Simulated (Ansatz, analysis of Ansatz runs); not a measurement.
# Interstitial H+ in rutile SnO2: local vibrational mode, r2SCAN

Subject: interstitial H+ in rutile SnO2. Wanted: its local vibrational mode, in one set-up (r2SCAN, 96-site cell, r2SCAN lattice, 500 eV, k: the single point 1/4 1/4 1/4, anharmonic cut along the mode). The model is a cell of 96 host atoms with 1 H put in. The frequencies come from force constants among the defect atom and its neighbours, with the masses of the isotopes named. A meta-GGA costs about twice a GGA and mends lattice constants and part of the gap.

Measured beforehand: O-H stretch, 1H: 3156.1 cm⁻¹ at 4.2 K, by polarized FTIR absorption (“Hydrogen impurities and shallow donors in SnO2 studied by infrared spectroscopy”, 2011, F. Bekisli et al.). O-D stretch, 2H: 2360.4 cm⁻¹ at 4.2 K, by polarized FTIR absorption (“Hydrogen impurities and shallow donors in SnO2 studied by infrared spectroscopy”, 2011, F. Bekisli et al.). The calculation is set beside it at the end.

Program: Ansatz 0.2.0. Level of theory: plane-wave PAW DFT, r2SCAN; relaxation of all atoms of a defect supercell. Results are calculated unless marked as measured.

**1. Set-up**

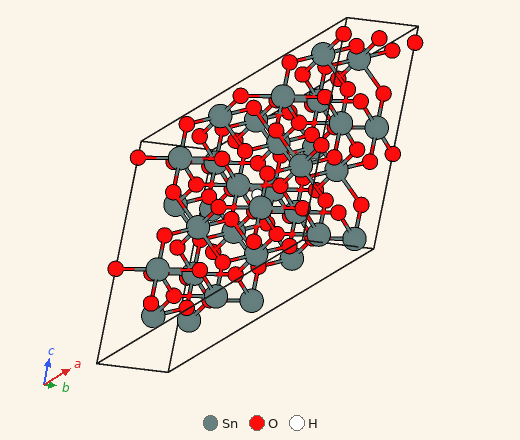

The starting structure, seen slightly off an axis (tin teal, oxygen red, hydrogen white). Bonds to atoms that aren't drawn are left out. Some periodic images of atoms are drawn too.

The cell holds 97 atoms: 32 Sn, 64 O and 1 H. Its edges and angles: a = 11.472 Å, b = 11.472 Å, c = 13.463 Å, α = 54.1°, β = 54.1°, γ = 71.9°. It derives from SnO2 (space group P4_2/mnm). Nearest the centre at fractional (0.278, 0.472, 0.699): H97 at 0.00 Å, O20 at 0.99 Å, Sn39 at 2.29 Å, Sn14 at 2.29 Å, Sn85 at 2.29 Å, O18 at 2.32 Å, O89 at 2.32 Å, O47 at 2.49 Å. The cell carries charge +1.

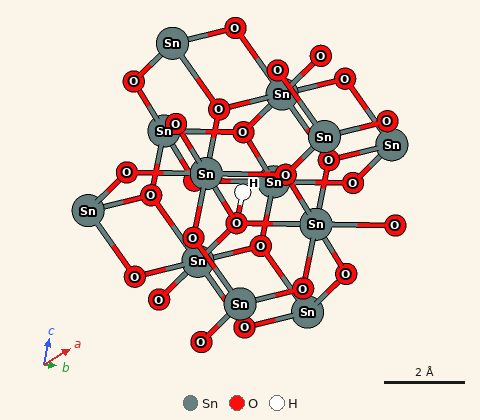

The atoms within 5 Å of the centre.

The host's primitive cell comes from a first run (plane-wave PAW DFT, r2SCAN; relaxation of the host's cell and atoms): vectors of 4.760, 4.760 and 3.201 Å. That is 12.09 Å³ an atom, 1.4 % over the diffraction cell's volume. The supercell is built on it.

**2. Relaxation, charge +1**

Every later number rests on the structure around the defect, so the atoms are relaxed at the host's lattice first.

relax/input.yaml reads:

```yaml
relax:
  f_tol: 0.01
  max_steps: 80
  random_displacement: { amplitude: 0.02, seed: 420 }
crystal:
  lattice:
    - [0.0, 9.51989799, 6.40157012]
    - [9.51989799, 0.0, 6.40157012]
    - [9.51989799, 9.51989799, 0.0]
  atoms:
    - { symbol: Sn, position: [0.0, 0.0, 0.0] }
    - { symbol: Sn, position: [0.25, 0.25, 0.25] }
    - { symbol: Sn, position: [0.125, 0.125, 0.125] }
    - { symbol: Sn, position: [0.375, 0.375, 0.375] }
    - { symbol: O, position: [0.0, 0.0, 0.152954559] }
[... 4 atom lines left out ...]
    - { symbol: O, position: [0.25, 0.25, 0.097045441] }
[... 3 atom lines left out ...]
    - { symbol: Sn, position: [0.25, 0.25, 0.75] }
[... 1 atom line left out ...]
    - { symbol: Sn, position: [0.375, 0.375, 0.875] }
[... 1 atom line left out ...]
    - { symbol: O, position: [0.25, 0.25, 0.902954559] }
    - { symbol: O, position: [0.027954559, 0.222045441, 0.875] }
    - { symbol: O, position: [0.277954559, 0.472045441, 0.625] }
[... 1 atom line left out ...]
    - { symbol: O, position: [0.25, 0.25, 0.597045441] }
    - { symbol: O, position: [0.222045441, 0.027954559, 0.875] }
    - { symbol: O, position: [0.472045441, 0.277954559, 0.625] }
    - { symbol: Sn, position: [0.0, 0.5, 0.0] }
    - { symbol: Sn, position: [0.25, 0.75, 0.25] }
[... 1 atom line left out ...]
    - { symbol: Sn, position: [0.375, 0.875, 0.375] }
[... 1 atom line left out ...]
    - { symbol: O, position: [0.25, 0.75, 0.402954559] }
[... 4 atom lines left out ...]
    - { symbol: O, position: [0.222045441, 0.527954559, 0.375] }
[... 1 atom line left out ...]
    - { symbol: Sn, position: [0.0, 0.5, 0.5] }
    - { symbol: Sn, position: [0.25, 0.75, 0.75] }
    - { symbol: Sn, position: [0.125, 0.625, 0.625] }
[... 1 atom line left out ...]
    - { symbol: O, position: [0.0, 0.5, 0.652954559] }
    - { symbol: O, position: [0.25, 0.75, 0.902954559] }
    - { symbol: O, position: [0.027954559, 0.722045441, 0.875] }
[... 1 atom line left out ...]
    - { symbol: O, position: [0.0, 0.5, 0.847045441] }
    - { symbol: O, position: [0.25, 0.75, 0.597045441] }
    - { symbol: O, position: [0.222045441, 0.527954559, 0.875] }
    - { symbol: O, position: [0.472045441, 0.777954559, 0.625] }
[... 11 atom lines left out ...]
    - { symbol: O, position: [0.972045441, 0.277954559, 0.125] }
[... 2 atom lines left out ...]
    - { symbol: Sn, position: [0.625, 0.125, 0.625] }
    - { symbol: Sn, position: [0.875, 0.375, 0.875] }
[... 2 atom lines left out ...]
    - { symbol: O, position: [0.527954559, 0.222045441, 0.875] }
[... 1 atom line left out ...]
    - { symbol: O, position: [0.5, 0.0, 0.847045441] }
    - { symbol: O, position: [0.75, 0.25, 0.597045441] }
[... 3 atom lines left out ...]
    - { symbol: Sn, position: [0.75, 0.75, 0.25] }
[... 3 atom lines left out ...]
    - { symbol: O, position: [0.75, 0.75, 0.402954559] }
    - { symbol: O, position: [0.527954559, 0.722045441, 0.375] }
[... 1 atom line left out ...]
    - { symbol: O, position: [0.5, 0.5, 0.347045441] }
[... 1 atom line left out ...]
    - { symbol: O, position: [0.722045441, 0.527954559, 0.375] }
[... 1 atom line left out ...]
    - { symbol: Sn, position: [0.5, 0.5, 0.5] }
[... 1 atom line left out ...]
    - { symbol: Sn, position: [0.625, 0.625, 0.625] }
[... 1 atom line left out ...]
    - { symbol: O, position: [0.5, 0.5, 0.652954559] }
[... 3 atom lines left out ...]
    - { symbol: O, position: [0.5, 0.5, 0.847045441] }
[... 2 atom lines left out ...]
    - { symbol: O, position: [0.972045441, 0.777954559, 0.625] }
    - { symbol: H, position: [0.277954559, 0.472045441, 0.698875] }
total_charge: 1
basis:
  ecutwfc: 500
  xc_grid: 2
hamiltonian:
  xc: r2scan
kpoints:
  mp_grid: { grid: [1, 1, 1], shift: [0.25, 0.25, 0.25] }
scf:
  occupations: { method: fermi_dirac, width: 0.01 }
  max_iter: 120
output:
  forces: true
checkpoint:
  write: "../relax.run"
  compress: false
  write_wavefunctions: true
  write_every: 100000
```

Launch:

```console
$ ansatz run input.yaml --threads 32 --pin off --max-ram 84787MiB --backend cuda --events-out ev --progress --plain --runs-dir out --max-vram 78GiB
```

The log of the run:

```text
Engine: ansatz 0.2.0, aarch64-unknown-linux-gnu
[...]
Pseudopotential: Sn, paw, valence charge 14, recommended cutoff 500 eV (meta_gga), Sn.paw.azcp
Pseudopotential: O, paw, valence charge 6, recommended cutoff 500 eV (meta_gga), O.paw.azcp
Pseudopotential: H, paw, valence charge 1, recommended cutoff 500 eV (meta_gga), H.paw.azcp
Functional definition: r2SCAN
[...]
Crystal: 97 atoms, lattice volume = 1160.329 Å³
Basis set: ecut = 500 eV, 29483 PW (Γ), exchange–correlation on 180×180×200 points (8 copies of the dense FFT grid, shifted against one another)
Bands: 513, of which v1, the nominal top of the filled ones, is band 416 counted from 1 (415 counted from 0)
[...]
k-points: 1
[...]
Functional: x = r2scan, c = r2scan; τ floored in thin density (d = 2e-4 eV/Å³)
SCF iter   1: F=—  HF=-229662.178652 eV  |Δ(HF+E_count)|=         —  Δρ=1.23e-2  dr2=1.23e0  dr2_τ=4.38e0  Hψ=1873
[...]
relax step   8: F+E_penalty+E_count = -229665.23627345 eV  Δ(F+E_penalty+E_count) = -6.340e-5 eV  max|allowed force component| = 4.837e-3 eV/Å  Δτ_max = 0.0033 Å  (5 SCF iters, accepted)
[...]
SCF iter   1: F=—  HF=-229665.236273 eV  |Δ(HF+E_count)|=         —  Δρ=2.84e-6  dr2=6.13e-8  dr2_τ=6.16e-9  Hψ=1839
SCF iter   2: F=-229665.236273 eV  HF=-229665.236273 eV  |Δ(HF+E_count)|=   1.97e-8  Δρ=1.63e-6  dr2=2.21e-8  dr2_τ=1.82e-9  Hψ=1124
SCF 9 converged in 2 iterations: F = -229665.236273 eV  dr2 = 2.21e-8
[...]
SCF converged after 2 iterations
Free energy (F): -229665.236273 eV
[...]
Fermi energy:    9.977996 eV
--- Per-component energies (eV) ---
[...]
--- Forces (eV/Å), atoms counted from 1 ---
[...]
--- Band table (eV) ---
[...]
--- Relaxed structure (8 steps of the walk, 8 accepted, 0 SCFs on fresh bases) ---
[...]
```

Wall time 10 s (1 × NVIDIA GB200 with 32 threads of Arm Neoverse V2, shared host); peak memory 2.2 GiB; 39 s of CPU time.

The steps of the relaxation:

| step | energy less that of the first step (eV) | largest force component (eV/Å) |
| --- | --- | --- |
| 1 | 0.0000 | 3.7474 |
| 2 | -1.4436 | 0.6888 |
| 3 | -1.5551 | 0.2273 |
| 4 | -1.5777 | 0.0895 |
| 5 | -1.5861 | 0.2156 |
| 6 | -1.5873 | 0.0163 |
| 7 | -1.5873 | 0.0157 |
| 8 | -1.5874 | 0.0048 |

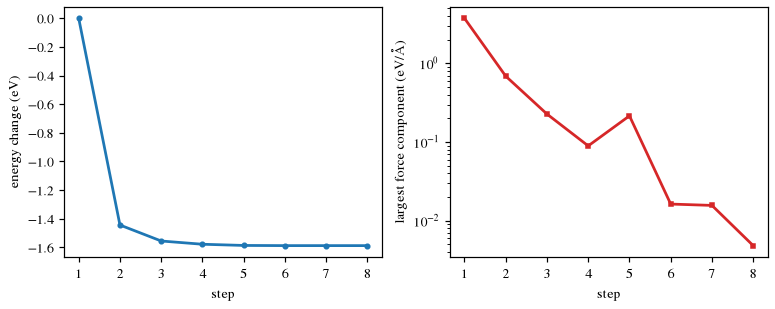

Energy and largest force along the relaxation.

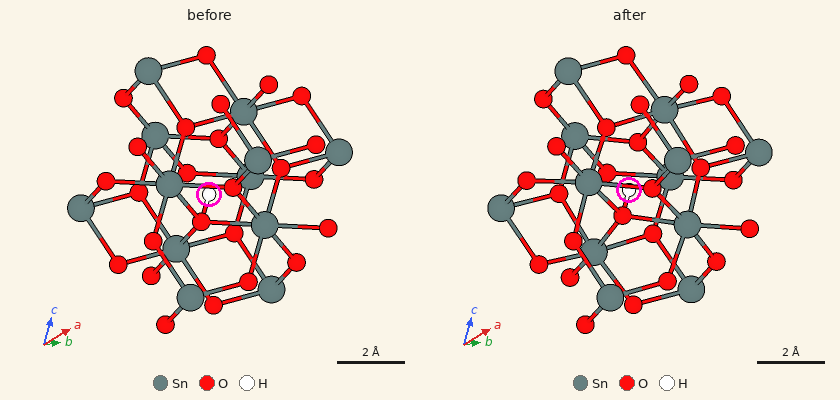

Before and after: the atoms that start within 5 Å of the centre. H97, which moves most, is ringed if it is among them.

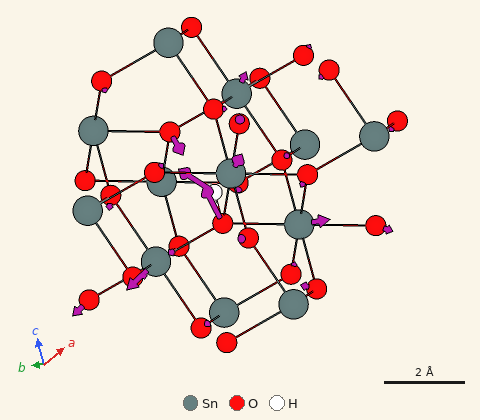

Displacements in the relaxation from the typed sites near the centre, exaggerated; the longest in the cell stands for 0.28 Å.

The atoms that moved most (Å, from the sites as typed, ahead of the random displacement):

| atom | dx | dy | dz | length |
| --- | --- | --- | --- | --- |
| H97 | 0.272 | 0.056 | 0.001 | 0.278 |
| O20 | 0.207 | 0.143 | 0.001 | 0.251 |
| Sn39 | 0.072 | -0.142 | 0.000 | 0.160 |
| O47 | -0.122 | -0.078 | 0.000 | 0.145 |
| Sn85 | -0.060 | 0.063 | 0.062 | 0.107 |
| Sn14 | -0.060 | 0.062 | -0.062 | 0.107 |
| O96 | 0.038 | -0.074 | 0.000 | 0.083 |
| Sn16 | 0.004 | 0.067 | 0.000 | 0.068 |

Neighbours of H97 at the end:

| atom | distance (Å) |
| --- | --- |
| O20 | 0.985 |
| O47 | 2.077 |
| O89 | 2.323 |
| O18 | 2.324 |
| Sn39 | 2.422 |
| O46 | 2.496 |
| O45 | 2.496 |
| Sn85 | 2.580 |
| Sn14 | 2.580 |

Numbers from this step:

* free energy: -229665.2363 eV

The relaxation ends 16 meV an atom lower than the displaced start, with a largest force component of 0.0048 eV/Å.

**3. Local vibrational modes**

A local mode lives on the defect and the atoms next to it, so only the sites listed in the input are displaced, which costs far fewer SCF runs than the whole cell would.

This step: plane-wave PAW DFT, r2SCAN; finite-displacement force constants among the atoms nearest to a defect, the others at rest.

modes/input.yaml reads:

```yaml
crystal:
  lattice:
    - [0.0, 9.51989799, 6.40157012]
    - [9.51989799, 0.0, 6.40157012]
    - [9.51989799, 9.51989799, 0.0]
  atoms:
    - { symbol: Sn, position: [-0.001544838, -0.001261379, 0.001297899] }
    - { symbol: Sn, position: [0.251505915, 0.248675227, 0.250590468] }
[... 11 atom lines left out ...]
    - { symbol: Sn, position: [0.251692928, 0.238570981, 0.754908215] }
[... 1 atom line left out ...]
    - { symbol: Sn, position: [0.378411086, 0.37153442, 0.878709611] }
[... 1 atom line left out ...]
    - { symbol: O, position: [0.252990627, 0.249211877, 0.901328098] }
[... 1 atom line left out ...]
    - { symbol: O, position: [0.274768854, 0.475328574, 0.643262634] }
[... 3 atom lines left out ...]
    - { symbol: O, position: [0.47026669, 0.279689751, 0.623264235] }
[... 14 atom lines left out ...]
    - { symbol: Sn, position: [0.11380629, 0.636162105, 0.621278579] }
[... 5 atom lines left out ...]
    - { symbol: O, position: [-0.00014868, 0.503349738, 0.843585584] }
    - { symbol: O, position: [0.246520528, 0.750135575, 0.596853839] }
    - { symbol: O, position: [0.224386439, 0.525519728, 0.864458748] }
[... 37 atom lines left out ...]
    - { symbol: Sn, position: [0.511436618, 0.498265604, 0.495211404] }
[... 3 atom lines left out ...]
    - { symbol: O, position: [0.500783885, 0.497063438, 0.653533794] }
[... 7 atom lines left out ...]
    - { symbol: H, position: [0.26676733, 0.483301518, 0.716017098] }
total_charge: 1
basis:
  ecutwfc: 500
  xc_grid: 2
hamiltonian:
  xc: r2scan
kpoints:
  mp_grid: { grid: [1, 1, 1], shift: [0.25, 0.25, 0.25] }
scf:
  occupations: { method: fermi_dirac, width: 0.01 }
  max_iter: 120
output: {}
checkpoint:
  read: "../relax.run"
phonons:
  supercell: [1, 1, 1]
  displaced_sites: [17, 19, 46, 88, 96]
```

The log of the run:

```text
Warning: basis.xc_grid 2: finite-displacement phonons take 5 at the least, and a number is run as typed, so the frequencies can be off [figures from the program's tests cut]
[...]
Crystal: 97 atoms, lattice volume = 1160.329 Å³
Basis set: ecut = 500 eV, 29483 PW (Γ), exchange–correlation on 180×180×200 points (8 copies of the dense FFT grid, shifted against one another)
Bands: 513, of which v1, the nominal top of the filled ones, is band 416 counted from 1 (415 counted from 0)
[...]
k-points: 1
[...]
SCF 9 converged in 8 iterations: F = -229665.236226 eV  dr2 = 4.50e-12
[...]
SCF 10 converged in 5 iterations: F = -229665.236230 eV  dr2 = 1.15e-12
[...]
SCF 32 converged in 5 iterations: F = -229665.236232 eV  dr2 = 8.52e-13
[...]
force constants formed among 5 of 97 sites (O 17, O 19, O 46, O 88, H 96); the other 92 at rest. The modes move the named sites alone.
  the frequencies, the zero-point energy and the sums are of the block with the acoustic sum rule laid on its rows. Row sums over every site: 4.3e-2 eV/Å² at the most
  transpose residual: 2.5e-4 eV/Å²
  largest component of a force at the reference: 4.7e-3 eV/Å on a named site, 4.6e-3 eV/Å on a site at rest
  frequencies among the named sites at Γ of the cell (cm⁻¹): 246.97 273.17 304.36 340.56 358.08 478.37 482.76 501.85 523.34 609.92 626.63 654.22 859.35 1167.05 3399.74
  unstable modes among the named sites: 0
  frequencies as built, with no sum rule (cm⁻¹): 246.91 273.00 304.32 340.58 357.94 478.55 482.69 501.23 523.50 609.41 626.67 654.15 859.64 1167.25 3399.77
  zero-point energy: 0.671148 eV/cell   skipped modes (ω ≤ 0): 0
  not written: the harmonic force-constant file, the file of eigenvectors (these modes' are written with the force constants), the density of states and the dispersion, which are of every site
[...]
[key lines of the parts left out:]
SCF converged after 2 iterations
Free energy (F): -229665.236273 eV
Fermi energy:    9.977997 eV
```

Wall time 19 s (1 × NVIDIA GB200 with 32 threads); peak memory 2.8 GiB; 90 s of CPU time.

Read from the output:

| Item | Value |
| --- | --- |
| free energy | -229665.2363 eV |

The modes with the largest weight on the probed atoms (the light atom of a pair), for the masses of each isotope. Modes of the displaced atoms (local only where they lie over the host's phonons):

| isotopes | mode (cm⁻¹) | share of the defect atoms |
| --- | --- | --- |
| H | 3400 | 0.941 |
| H | 1167 | 0.967 |
| H | 859.4 | 0.887 |
| D | 2475 | 0.888 |
| D | 842.9 | 0.897 |
| D | 658.9 | 0.478 |

**4. Point 1 along the mode**

A light atom samples the curved part of its well, so the energy is mapped along the mode and the one-dimensional Schrödinger equation solved on it.

This step: plane-wave PAW DFT, r2SCAN; single point of a defect supercell.

cut0/input.yaml reads:

```yaml
crystal:
  lattice:
    - [0.0, 9.51989799, 6.40157012]
    - [9.51989799, 0.0, 6.40157012]
    - [9.51989799, 9.51989799, 0.0]
  atoms:
    - { symbol: Sn, position: [-0.001544838, -0.001261379, 0.001297899] }
    - { symbol: Sn, position: [0.251505915, 0.248675227, 0.250590468] }
[... 11 atom lines left out ...]
    - { symbol: Sn, position: [0.251692928, 0.238570981, 0.754908215] }
[... 1 atom line left out ...]
    - { symbol: Sn, position: [0.378411086, 0.37153442, 0.878709611] }
[... 1 atom line left out ...]
    - { symbol: O, position: [0.252989624, 0.249212483, 0.901343442] }
[... 1 atom line left out ...]
    - { symbol: O, position: [0.274628808, 0.475467232, 0.644596747] }
[... 3 atom lines left out ...]
    - { symbol: O, position: [0.47026669, 0.279689751, 0.623264235] }
[... 14 atom lines left out ...]
    - { symbol: Sn, position: [0.11380629, 0.636162105, 0.621278579] }
[... 5 atom lines left out ...]
    - { symbol: O, position: [-0.00014868, 0.503349738, 0.843585584] }
    - { symbol: O, position: [0.246520528, 0.750135575, 0.596853839] }
    - { symbol: O, position: [0.224410224, 0.525495996, 0.864413032] }
[... 37 atom lines left out ...]
    - { symbol: Sn, position: [0.511436618, 0.498265604, 0.495211404] }
[... 3 atom lines left out ...]
    - { symbol: O, position: [0.500783156, 0.4970644, 0.653548792] }
[... 7 atom lines left out ...]
    - { symbol: H, position: [0.268563081, 0.481524367, 0.694635548] }
total_charge: 1
basis:
  ecutwfc: 500
  xc_grid: 2
hamiltonian:
  xc: r2scan
kpoints:
  mp_grid: { grid: [1, 1, 1], shift: [0.25, 0.25, 0.25] }
scf:
  occupations: { method: fermi_dirac, width: 0.01 }
  max_iter: 120
output:
  forces: true
checkpoint:
  read: "../relax.run"
```

The log of the run:

```text
Warning: checkpoint.read: the run can stay near the saved state's solution: 5 site(s) moved relative to the saved geometry (max |Δs| = 2.138e-2 fractional); the SCF starts from the saved state under ` [...]
[...]
Crystal: 97 atoms, lattice volume = 1160.329 Å³
Basis set: ecut = 500 eV, 29483 PW (Γ), exchange–correlation on 180×180×200 points (8 copies of the dense FFT grid, shifted against one another)
Bands: 513, of which v1, the nominal top of the filled ones, is band 416 counted from 1 (415 counted from 0)
[...]
automatic band count: iteration 4 solves 482 bands in place of 513: the levels show a gap, and the empty bands left out lie too high to hold charge; the band table lists the bands solved (type scf.n_e [...]
[...]
SCF iter   7: F=—  HF=-229660.697388 eV  |Δ(HF+E_count)|=   1.76e-6  Δρ=1.30e-5  dr2=1.57e-6  dr2_τ=2.55e-7  Hψ=926
SCF iter   8: F=-229660.697389 eV  HF=-229660.697389 eV  |Δ(HF+E_count)|=   1.02e-7  Δρ=2.98e-6  dr2=7.14e-8  dr2_τ=1.01e-8  Hψ=2032
SCF 1 converged in 8 iterations: F = -229660.697389 eV  dr2 = 7.14e-8
[...]
SCF converged after 8 iterations
Free energy (F): -229660.697389 eV
[...]
Fermi energy:    9.977451 eV
[...]
--- Forces (eV/Å), atoms counted from 1 ---
[...]
```

Elapsed: 1.9 s, on 1 × NVIDIA GB200 with 32 threads; peak memory 1.5 GiB.

Read from the output:

```
free energy : -229660.6974 eV
```

The series, run alike:

| run | outcome | energy less the first (eV) | moment (μB) | time |
| --- | --- | --- | --- | --- |
| point 1 along the mode | converged | 0.0000 | 0.00 | 1.9 s |
| point 2 along the mode | converged | -2.6569 | 0.00 | 2 s |
| point 3 along the mode | converged | -3.8283 | 0.00 | 1.8 s |
| point 4 along the mode | converged | -4.3948 | 0.00 | 2.2 s |
| point 5 along the mode | converged | -4.4407 | 0.00 | 2 s |
| point 6 along the mode | converged | -4.2149 | 0.00 | 1.9 s |
| point 7 along the mode | converged | -3.9555 | 0.00 | 2.2 s |
| point 8 along the mode | converged | -3.6527 | 0.00 | 3 s |
| point 9 along the mode | converged | -3.3756 | 0.00 | 2 s |

**5. Anharmonic fundamental**

Analysis of the runs above: one-dimensional Schroedinger equation on a polynomial through r2SCAN energies along the local mode.

It gives:

```yaml
stretch: 3165 cm⁻¹
stretch_d: 2343 cm⁻¹
stretch_harmonic: 3400 cm⁻¹
stretch_d_harmonic: 2475 cm⁻¹
```

Table of energy by normal coordinate:

| normal coordinate (amu½ Å) | energy (eV) |
| --- | --- |
| -0.299 | 4.54 |
| -0.219 | 1.88 |
| -0.149 | 0.711 |
| -0.075 | 0.144 |
| 0.000 | 0 |
| 0.075 | 0.0982 |
| 0.149 | 0.324 |
| 0.219 | 0.583 |
| 0.299 | 0.886 |
| 0.378 | 1.16 |

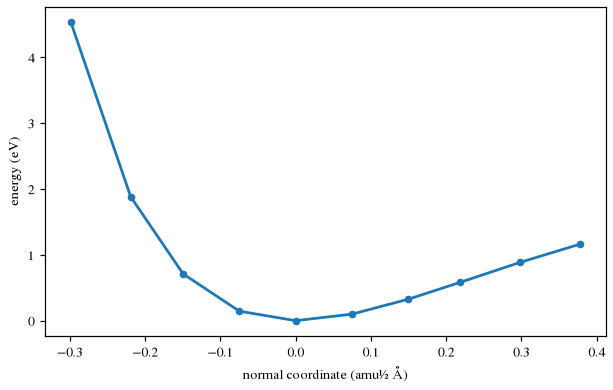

Energy against normal coordinate.

**6. Results**

```yaml
distance_from_the_defect_atom_to_its_nearest_neighbour: 0.985 Å
o_h_stretch_1h: 3165 cm⁻¹
o_d_stretch_2h: 2343 cm⁻¹
time_of_the_whole_chain: 52 s on 32 threads and a graphics card
```

O-H stretch, 1H: computed 3165 cm⁻¹, measured 3156.1 cm⁻¹; 9 cm⁻¹ (0 %) above the measurement. O-D stretch, 2H: computed 2343 cm⁻¹, measured 2360.4 cm⁻¹; 17 cm⁻¹ (1 %) below the measurement. The anharmonic cut moves the O-H stretch, 1H from 3400 to 3165 cm⁻¹; a straight cut leaves out the coupling to the other modes. Only the named neighbours move, so modes near the host's band are approximate.

[Logs are printed without paths, hosts, clocks, repeated set-up lines and the standing remarks that a program may print on its own settings, such as how far it seeks lower states.]

[Hosts, paths, dates, database ids (printed as entryN), source tags and the programs' standing remarks are cut or masked in the printed files.]

[For some hosts the program warned that the k-mesh of the response run may be too coarse for force constants and the static dielectric constant; such warnings are not shown here.]
